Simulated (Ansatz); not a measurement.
## Run report: ZnSe, geometry relaxation (part 1 of 2)

System: ZnSe (6 atoms in the cell).
Method: DFT PBE, scalar-relativistic, plane waves, PAW, no spin polarisation (Ansatz 0.2.0).

The structure was made by a generator, so it may or may not be a known phase. Figures and captions count atoms from 1; the log counts them from 0 in places.

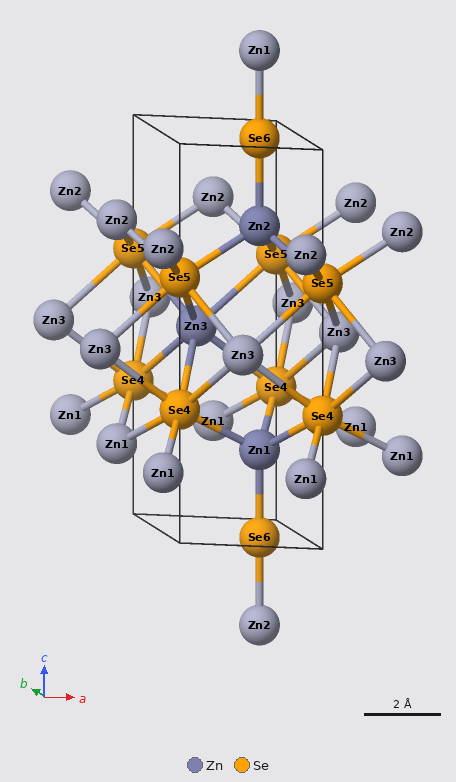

Fig. 1: The starting structure (ball-and-stick view of the cell of the calculation, seen slightly off an axis; neighbours outside the cell are drawn fainter; atoms are numbered from 1 in the order of the input). An atom can appear more than once, as a periodic image. Near neighbours in the periodic cell (some may lie outside the picture): Zn has 4 Se at 2.36 to 2.53 Å; Zn has 6 Se at 2.84 Å; Se has 6 Zn at 2.53 to 2.84 Å; Se has 2 Zn at 2.36 Å.

### Input
```yaml
crystal:
  lattice:
    - [3.8329923258, 0.0, 0.0]
    - [-1.9164961629, 3.3194687267, 0.0]
    - [0.0, 0.0, 10.7514556025]
  atoms:
    - { symbol: Zn, position: [0.6666666667, 0.3333333333, 0.2195672304] }
    - { symbol: Zn, position: [0.6666666667, 0.3333333333, 0.7804327696] }
    - { symbol: Zn, position: [0.3333333333, 0.6666666667, 0.5] }
    - { symbol: Se, position: [0.0, 0.0, 0.3343702969] }
    - { symbol: Se, position: [0.0, 0.0, 0.6656297031] }
    - { symbol: Se, position: [0.6666666667, 0.3333333333, 0.0] }
basis:
  ecutwfc: 420
kpoints:
  mp_grid: { grid: [12, 12, 4] }
hamiltonian:
  xc: pbe
scf:
  occupations: { method: gaussian, width: 0.1 }
output:
  forces: true
  stress: true
  eigenvalues: true
  write_density: true
  write_potential: true
  elf: true
  volumetric_format: npy
relax:
  adjacent_minimum: "off"
  f_tol: 0.01
  max_steps: 80
  cell: { stress_tol: 0.05 }
```

Machine: 1 thread of Arm Neoverse V1, 24 GiB of memory available, shared host.

Run as:
```bash
ansatz run input.yaml --threads 1 --pin off --max-ram 2560MiB --backend cpu --events-out ev --progress --plain --runs-dir out
```

### What the program printed
```
Engine: ansatz 0.2.0, aarch64-unknown-linux-gnu
Pseudopotentials: kind: paw
Pseudopotential: Zn, paw, valence charge 12, recommended cutoff 420 eV (normal), Zn.paw.azcp
Pseudopotential: Se, paw, valence charge 16, recommended cutoff 420 eV (normal), Se.paw.azcp
Functional definition: PBE
  parameter kappa = 0.804
  parameter beta = 0.06672455060314922
  exchange = pbe_x(kappa = kappa, mu = beta*pi^2/3)
  correlation = pbe_c(beta = beta)
Crystal: 6 atoms, lattice volume = 136.796 Å³
Basis set: ecut = 420 eV, 2687 PW (Γ), exchange–correlation on 54×54×144 points (8 copies of the dense FFT grid, shifted against one another)
Bands: 51, of which v1, the nominal top of the filled ones, is band 42 counted from 1 (41 counted from 0)
Symmetry: 12 space group operations
Space group: P-6m2 (ITA 187), of the structure as read, at distance tolerance 5.2e-5 Å
k-points: 57 of 576 (time reversal used)
Non-local potential: Zn, projectors of the file, l = 0: 2, l = 1: 2, l = 2: 3, l = 3: 1
Non-local potential: Se, projectors of the file, l = 0: 2, l = 1: 2, l = 2: 3, l = 3: 1
PAW form: soft (Blöchl's): semilocal exchange-correlation on the pseudo side does not see the compensation charge
PAW one-centre angular grid: Zn, 590 points (default); XC on 64 Gauss nodes
PAW one-centre angular grid: Se, 590 points (default); XC on 64 Gauss nodes
Initial density: superposition of atomic densities (neutral atoms: chi_scale 0, normalization atom), corrected by the library's trained network
Initial wavefunctions: pseudopotential atomic-orbital guess
Functional: x = pbe(κ = 0.804, μ = 0.2195149727645171), c = pbe(β = 0.06672455060314922)
SCF iter   1: F=—  HF=-26365.601630 eV  |F-HF|=—  |Δ(HF+E_count)|=         —  Δρ=3.03e-3  dr2=1.14e-1  ethr=1.77e-3  ⟨swp⟩=6.0  Hψ=11426  notcnv=0  defer=55
preconditioner: auto → LDOS  [metal: Δε(μ)=0.021 eV  Ē_g=10.643 eV  σ=0.100 eV  W_gap=0.12  n_scr=38 (ndim 8)  ℏωp=23.3 eV  f_vac=0.068  D(μ)=3.44/eV (n_scr^D=24)  β→1.0]
SCF iter   2: F=—  HF=-26365.595098 eV  |F-HF|=—  |Δ(HF+E_count)|=   6.53e-3  Δρ=1.74e-3  dr2=5.18e-3  ethr=1.35e-4  ⟨swp⟩=2.0  Hψ=3657  notcnv=0  defer=139
SCF iter   3: F=—  HF=-26365.594883 eV  |F-HF|=—  |Δ(HF+E_count)|=   2.15e-4  Δρ=1.43e-3  dr2=1.92e-3  ethr=6.16e-6  ⟨swp⟩=2.0  Hψ=4287  notcnv=0  defer=139
SCF iter   4: F=—  HF=-26365.593822 eV  |F-HF|=—  |Δ(HF+E_count)|=   1.06e-3  Δρ=2.13e-4  dr2=8.69e-5  ethr=2.29e-6  ⟨swp⟩=2.0  Hψ=4063  notcnv=0  defer=139
SCF iter   5: F=—  HF=-26365.593744 eV  |F-HF|=—  |Δ(HF+E_count)|=   7.76e-5  Δρ=8.34e-5  dr2=2.25e-5  ethr=1.03e-7  ⟨swp⟩=2.0  Hψ=4214  notcnv=0  defer=139
SCF iter   6: F=—  HF=-26365.593747 eV  |F-HF|=—  |Δ(HF+E_count)|=   3.14e-6  Δρ=5.73e-5  dr2=7.45e-6  ethr=2.68e-8  ⟨swp⟩=2.6  Hψ=4079  notcnv=0  defer=139
SCF iter   7: F=—  HF=-26365.593748 eV  |F-HF|=—  |Δ(HF+E_count)|=   4.83e-7  Δρ=3.17e-5  dr2=2.64e-6  ethr=8.87e-9  ⟨swp⟩=2.0  Hψ=3884  notcnv=0  defer=139
SCF iter   8: F=-26365.593747 eV  HF=-26365.593747 eV  |F-HF|=2.92e-8  |Δ(HF+E_count)|=   5.18e-7  Δρ=3.69e-6  dr2=4.06e-8  ethr=1.19e-10  ⟨swp⟩=11.9  Hψ=22104  notcnv=0
SCF 1 converged in 8 iterations: F = -26365.593747 eV  dr2 = 4.06e-8
  greatest PAW one-centre occupation: 1.000 electrons in one spin orbital (limit 2), on the Se atom at site 5 (counted from 0), in its partial waves of l = 2
relax step   1: F+E_penalty+E_count = -26365.59374702 eV  Δ(F+E_penalty+E_count) = +0.000e0 eV  max|allowed force component| = 5.753e-2 eV/Å  Δτ_max = 0.0000 Å  P = -0.065 GPa  Ω = 136.796 Å³  (8 SCF iters, dr2 threshold 1.00e-7 eV, accepted)
Crystal: 6 atoms, lattice volume = 136.699 Å³
Basis set: ecut = 420 eV, 2689 PW (Γ), exchange–correlation on 54×54×144 points (8 copies of the dense FFT grid, shifted against one another)
Initial density: handed on by an earlier stage of this run
Initial wavefunctions: those handed on with the density
iter 1 solved again at ethr=3.14e-5 eV; its pass at ethr=3.10e-3 eV (dr2=2.63e-2 eV) is discarded
SCF iter   1: F=—  HF=-26365.595920 eV  |F-HF|=—  |Δ(HF+E_count)|=         —  Δρ=2.26e-3  dr2=2.66e-2  ethr=3.14e-5  ⟨swp⟩=2.8  Hψ=12029  notcnv=0
preconditioner: auto → LDOS  [metal: Δε(μ)=0.021 eV  Ē_g=10.610 eV  σ=0.100 eV  W_gap=0.12  n_scr=38 (ndim 8)  ℏωp=23.3 eV  f_vac=0.058  D(μ)=4.17/eV (n_scr^D=38)  β→1.0]
SCF iter   2: F=—  HF=-26365.594251 eV  |F-HF|=—  |Δ(HF+E_count)|=   1.67e-3  Δρ=8.18e-4  dr2=1.45e-3  ethr=3.14e-5  ⟨swp⟩=1.2  Hψ=2930  notcnv=0
SCF iter   3: F=—  HF=-26365.594114 eV  |F-HF|=—  |Δ(HF+E_count)|=   1.37e-4  Δρ=5.87e-4  dr2=8.85e-4  ethr=1.72e-6  ⟨swp⟩=2.0  Hψ=5245  notcnv=0
SCF iter   4: F=—  HF=-26365.593916 eV  |F-HF|=—  |Δ(HF+E_count)|=   1.98e-4  Δρ=2.20e-4  dr2=3.50e-5  ethr=1.05e-6  ⟨swp⟩=2.0  Hψ=4220  notcnv=0
SCF iter   5: F=—  HF=-26365.593836 eV  |F-HF|=—  |Δ(HF+E_count)|=   7.98e-5  Δρ=5.30e-5  dr2=1.03e-5  ethr=4.17e-8  ⟨swp⟩=2.0  Hψ=4222  notcnv=0
SCF iter   6: F=—  HF=-26365.593835 eV  |F-HF|=—  |Δ(HF+E_count)|=   1.26e-6  Δρ=1.99e-5  dr2=2.29e-6  ethr=1.22e-8  ⟨swp⟩=2.0  Hψ=3471  notcnv=0
SCF iter   7: F=-26365.593835 eV  HF=-26365.593835 eV  |F-HF|=1.62e-7  |Δ(HF+E_count)|=   1.93e-7  Δρ=6.31e-6  dr2=1.79e-7  ethr=2.46e-10  ⟨swp⟩=7.2  Hψ=19038  notcnv=0
SCF 2 converged in 7 iterations: F = -26365.593835 eV  dr2 = 1.79e-7
relax step   2: F+E_penalty+E_count = -26365.59383477 eV  Δ(F+E_penalty+E_count) = -8.774e-5 eV  max|allowed force component| = 4.688e-2 eV/Å  Δτ_max = 0.0198 Å  P = -0.109 GPa  Ω = 136.699 Å³  energy of the carried Pulay correction = +2.942e-5 eV  (7 SCF iters, dr2 threshold 2.07e-7 eV, accepted)
Crystal: 6 atoms, lattice volume = 136.653 Å³
iter 1 solved again at ethr=5.27e-6 eV; its pass at ethr=3.10e-3 eV (dr2=4.43e-3 eV) is discarded
SCF iter   1: F=—  HF=-26365.595544 eV  |F-HF|=—  |Δ(HF+E_count)|=         —  Δρ=1.06e-3  dr2=4.39e-3  ethr=5.27e-6  ⟨swp⟩=2.1  Hψ=11126  notcnv=0
preconditioner: auto → LDOS  [metal: Δε(μ)=0.024 eV  Ē_g=10.615 eV  σ=0.100 eV  W_gap=0.13  n_scr=38 (ndim 8)  ℏωp=23.3 eV  f_vac=0.061  D(μ)=3.85/eV (n_scr^D=36)  β→1.0]
SCF iter   2: F=—  HF=-26365.595201 eV  |F-HF|=—  |Δ(HF+E_count)|=   3.43e-4  Δρ=3.46e-4  dr2=2.20e-4  ethr=5.23e-6  ⟨swp⟩=2.5  Hψ=4858  notcnv=0
SCF iter   3: F=—  HF=-26365.595097 eV  |F-HF|=—  |Δ(HF+E_count)|=   1.05e-4  Δρ=2.26e-4  dr2=1.05e-4  ethr=2.62e-7  ⟨swp⟩=2.0  Hψ=5061  notcnv=0
SCF iter   4: F=—  HF=-26365.595071 eV  |F-HF|=—  |Δ(HF+E_count)|=   2.61e-5  Δρ=9.50e-5  dr2=6.52e-6  ethr=1.25e-7  ⟨swp⟩=2.0  Hψ=4233  notcnv=0
SCF iter   5: F=—  HF=-26365.595067 eV  |F-HF|=—  |Δ(HF+E_count)|=   3.27e-6  Δρ=1.71e-5  dr2=6.25e-7  ethr=7.76e-9  ⟨swp⟩=2.0  Hψ=4218  notcnv=0
SCF iter   6: F=-26365.595067 eV  HF=-26365.595067 eV  |F-HF|=1.31e-7  |Δ(HF+E_count)|=   4.99e-8  Δρ=5.82e-6  dr2=1.56e-7  ethr=4.04e-10  ⟨swp⟩=8.7  Hψ=18722  notcnv=0
SCF 3 converged in 6 iterations: F = -26365.595067 eV  dr2 = 1.56e-7
relax step   3: F+E_penalty+E_count = -26365.59506726 eV  Δ(F+E_penalty+E_count) = -1.232e-3 eV  max|allowed force component| = 1.205e-2 eV/Å  Δτ_max = 0.0093 Å  P = -0.051 GPa  Ω = 136.653 Å³  energy of the carried Pulay correction = +4.331e-5 eV  (6 SCF iters, dr2 threshold 3.40e-7 eV, accepted)
Crystal: 6 atoms, lattice volume = 136.431 Å³
iter 1 solved again at ethr=1.58e-6 eV; its pass at ethr=3.10e-3 eV (dr2=1.33e-3 eV) is discarded
SCF iter   1: F=—  HF=-26365.595284 eV  |F-HF|=—  |Δ(HF+E_count)|=         —  Δρ=3.87e-4  dr2=1.35e-3  ethr=1.58e-6  ⟨swp⟩=1.9  Hψ=9406  notcnv=0
preconditioner: auto → LDOS  [metal: Δε(μ)=0.023 eV  Ē_g=10.623 eV  σ=0.100 eV  W_gap=0.13  n_scr=38 (ndim 8)  ℏωp=23.4 eV  f_vac=0.061  D(μ)=4.00/eV (n_scr^D=36)  β→1.0]
SCF iter   2: F=—  HF=-26365.595218 eV  |F-HF|=—  |Δ(HF+E_count)|=   6.68e-5  Δρ=1.98e-4  dr2=5.85e-5  ethr=1.58e-6  ⟨swp⟩=1.8  Hψ=3017  notcnv=0
SCF iter   3: F=—  HF=-26365.595133 eV  |F-HF|=—  |Δ(HF+E_count)|=   8.42e-5  Δρ=1.28e-4  dr2=6.17e-5  ethr=6.96e-8  ⟨swp⟩=2.0  Hψ=5304  notcnv=0
SCF iter   4: F=—  HF=-26365.595123 eV  |F-HF|=—  |Δ(HF+E_count)|=   1.06e-5  Δρ=7.84e-5  dr2=4.60e-6  ethr=6.96e-8  ⟨swp⟩=2.0  Hψ=4189  notcnv=0
SCF iter   5: F=—  HF=-26365.595122 eV  |F-HF|=—  |Δ(HF+E_count)|=   5.63e-7  Δρ=9.43e-6  dr2=4.23e-7  ethr=5.47e-9  ⟨swp⟩=2.0  Hψ=4231  notcnv=0
SCF iter   6: F=—  HF=-26365.595122 eV  |F-HF|=—  |Δ(HF+E_count)|=   5.56e-8  Δρ=4.23e-6  dr2=5.31e-8  ethr=5.03e-10  ⟨swp⟩=2.0  Hψ=3551  notcnv=0
SCF iter   7: F=—  HF=-26365.595122 eV  |F-HF|=—  |Δ(HF+E_count)|=   4.26e-9  Δρ=3.17e-6  dr2=1.56e-8  ethr=1.36e-11  ⟨swp⟩=7.1  Hψ=17085  notcnv=0
SCF iter   8: F=-26365.595122 eV  HF=-26365.595122 eV  |F-HF|=1.07e-9  |Δ(HF+E_count)|=   6.33e-9  Δρ=1.14e-6  dr2=1.27e-9  ethr=1.36e-11  ⟨swp⟩=7.0  Hψ=16673  notcnv=0
SCF 4 converged in 8 iterations: F = -26365.595122 eV  dr2 = 1.27e-9
relax step   4: F+E_penalty+E_count = -26365.59512219 eV  Δ(F+E_penalty+E_count) = -5.492e-5 eV  max|allowed force component| = 1.058e-2 eV/Å  Δτ_max = 0.0042 Å  P = +0.074 GPa  Ω = 136.431 Å³  energy of the carried Pulay correction = +1.110e-4 eV  (8 SCF iters, dr2 threshold 1.14e-8 eV, rejected (line search))
Crystal: 6 atoms, lattice volume = 136.571 Å³
iter 1 solved again at ethr=6.74e-8 eV; its pass at ethr=3.10e-3 eV (dr2=5.66e-5 eV) is discarded
SCF iter   1: F=—  HF=-26365.595235 eV  |F-HF|=—  |Δ(HF+E_count)|=         —  Δρ=1.37e-4  dr2=5.71e-5  ethr=6.74e-8  ⟨swp⟩=2.0  Hψ=11764  notcnv=0
preconditioner: auto → LDOS  [metal: Δε(μ)=0.027 eV  Ē_g=10.616 eV  σ=0.100 eV  W_gap=0.15  n_scr=38 (ndim 8)  ℏωp=23.3 eV  f_vac=0.061  D(μ)=3.94/eV (n_scr^D=36)  β→1.0]
SCF iter   2: F=—  HF=-26365.595154 eV  |F-HF|=—  |Δ(HF+E_count)|=   8.11e-5  Δρ=8.98e-5  dr2=1.15e-5  ethr=6.74e-8  ⟨swp⟩=2.0  Hψ=5235  notcnv=0
SCF iter   3: F=—  HF=-26365.595151 eV  |F-HF|=—  |Δ(HF+E_count)|=   3.17e-6  Δρ=2.81e-5  dr2=2.81e-6  ethr=1.37e-8  ⟨swp⟩=2.0  Hψ=5036  notcnv=0
SCF iter   4: F=—  HF=-26365.595151 eV  |F-HF|=—  |Δ(HF+E_count)|=   5.76e-7  Δρ=1.72e-5  dr2=4.19e-7  ethr=3.35e-9  ⟨swp⟩=2.0  Hψ=3871  notcnv=0
SCF iter   5: F=—  HF=-26365.595151 eV  |F-HF|=—  |Δ(HF+E_count)|=   1.16e-7  Δρ=3.21e-6  dr2=5.40e-8  ethr=4.99e-10  ⟨swp⟩=2.0  Hψ=4208  notcnv=0
SCF iter   6: F=—  HF=-26365.595151 eV  |F-HF|=—  |Δ(HF+E_count)|=   4.10e-9  Δρ=1.63e-6  dr2=8.79e-9  ethr=6.43e-11  ⟨swp⟩=1.5  Hψ=2948  notcnv=0
SCF iter   7: F=—  HF=-26365.595151 eV  |F-HF|=—  |Δ(HF+E_count)|=  6.48e-10  Δρ=9.10e-7  dr2=1.39e-9  ethr=1.05e-11  ⟨swp⟩=2.0  Hψ=4275  notcnv=0
SCF iter   8: F=—  HF=-26365.595151 eV  |F-HF|=—  |Δ(HF+E_count)|=  5.24e-10  Δρ=3.22e-7  dr2=1.48e-10  ethr=1.66e-12  ⟨swp⟩=2.0  Hψ=4225  notcnv=0
SCF iter   9: F=-26365.595151 eV  HF=-26365.595151 eV  |F-HF|=3.64e-12  |Δ(HF+E_count)|=  2.18e-11  Δρ=7.87e-8  dr2=9.10e-12  ethr=1.00e-12  ⟨swp⟩=5.5  Hψ=12996  notcnv=0
SCF 5 converged in 9 iterations: F = -26365.595151 eV  dr2 = 9.10e-12
relax step   5: F+E_penalty+E_count = -26365.59515129 eV  Δ(F+E_penalty+E_count) = -8.403e-5 eV  max|allowed force component| = 8.699e-4 eV/Å  Δτ_max = 0.0021 Å  P = -0.001 GPa  Ω = 136.571 Å³  energy of the carried Pulay correction = +6.830e-5 eV  (9 SCF iters, accepted)
Basis set: ecut = 420 eV, 2689 PW (Γ), exchange–correlation on 54×54×150 points (8 copies of the dense FFT grid, shifted against one another)
Initial wavefunctions: pseudopotential atomic-orbital guess (no wavefunctions were taken with the density)
iter 1 solved again at ethr=1.07e-7 eV; its pass at ethr=3.10e-3 eV (dr2=8.98e-5 eV) is discarded
SCF iter   1: F=—  HF=-26365.594666 eV  |F-HF|=—  |Δ(HF+E_count)|=         —  Δρ=1.24e-4  dr2=4.56e-7  ethr=1.07e-7  ⟨swp⟩=3.0  Hψ=19314  notcnv=0
preconditioner: auto → LDOS  [metal: Δε(μ)=0.027 eV  Ē_g=10.616 eV  σ=0.100 eV  W_gap=0.15  n_scr=38 (ndim 8)  ℏωp=23.3 eV  f_vac=0.061  D(μ)=3.95/eV (n_scr^D=36)  β→1.0]
SCF iter   2: F=—  HF=-26365.595097 eV  |F-HF|=—  |Δ(HF+E_count)|=   4.31e-4  Δρ=6.85e-6  dr2=3.98e-8  ethr=5.43e-10  ⟨swp⟩=2.0  Hψ=4566  notcnv=0
SCF iter   3: F=—  HF=-26365.595097 eV  |F-HF|=—  |Δ(HF+E_count)|=   2.29e-8  Δρ=1.01e-5  dr2=8.04e-8  ethr=4.74e-11  ⟨swp⟩=2.1  Hψ=5287  notcnv=0
SCF iter   4: F=—  HF=-26365.595097 eV  |F-HF|=—  |Δ(HF+E_count)|=   3.84e-8  Δρ=6.27e-7  dr2=8.75e-10  ethr=4.74e-11  ⟨swp⟩=2.0  Hψ=4261  notcnv=0
SCF iter   5: F=—  HF=-26365.595097 eV  |F-HF|=—  |Δ(HF+E_count)|=  1.78e-10  Δρ=4.19e-7  dr2=5.72e-10  ethr=1.04e-12  ⟨swp⟩=2.0  Hψ=5304  notcnv=0
SCF iter   6: F=—  HF=-26365.595097 eV  |F-HF|=—  |Δ(HF+E_count)|=  8.73e-11  Δρ=2.76e-7  dr2=1.01e-10  ethr=1.00e-12  ⟨swp⟩=2.0  Hψ=3716  notcnv=0
SCF iter   7: F=-26365.595097 eV  HF=-26365.595097 eV  |F-HF|=2.91e-11  |Δ(HF+E_count)|=    0.00e0  Δρ=9.84e-8  dr2=1.91e-11  ethr=1.00e-12  ⟨swp⟩=6.2  Hψ=14402  notcnv=0
SCF 6 converged in 7 iterations: F = -26365.595097 eV  dr2 = 1.91e-11
relax step   6: F+E_penalty+E_count = -26365.59509743 eV  Δ(F+E_penalty+E_count) = +5.387e-5 eV  max|allowed force component| = 8.802e-4 eV/Å  Δτ_max = 0.0000 Å  P = -0.001 GPa  Ω = 136.571 Å³  stress off target by 2.90e-3 GPa  SCF on the basis re-selected at this cell (its energy is not comparable with the rows above)  (7 SCF iters)
```

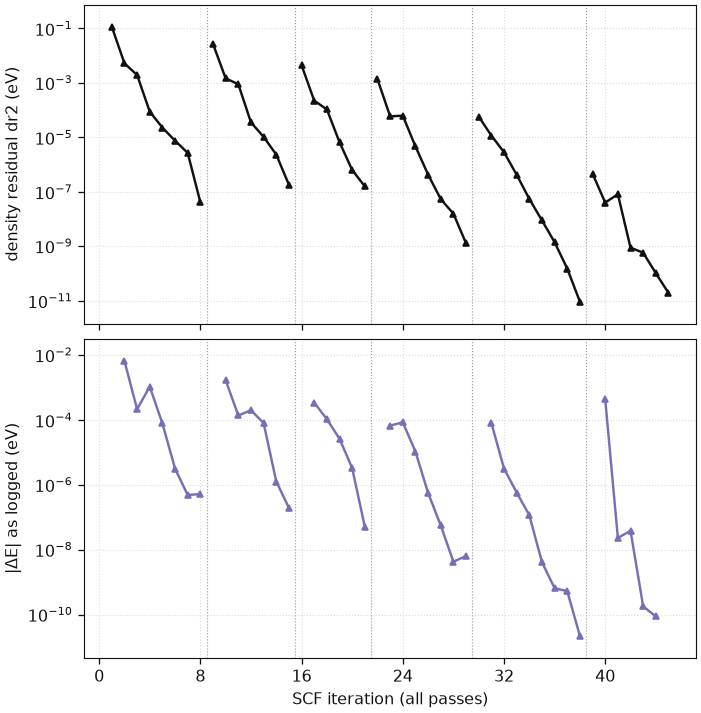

Fig. 2: Convergence of the self-consistent field: density residual dr2 and size of the energy change against the SCF iteration. The dotted lines part the SCF passes of the relaxation: geometry steps, rejected trials and re-solves on a re-selected basis. The 6 passes take 6 to 9 iterations each, 45 in all.
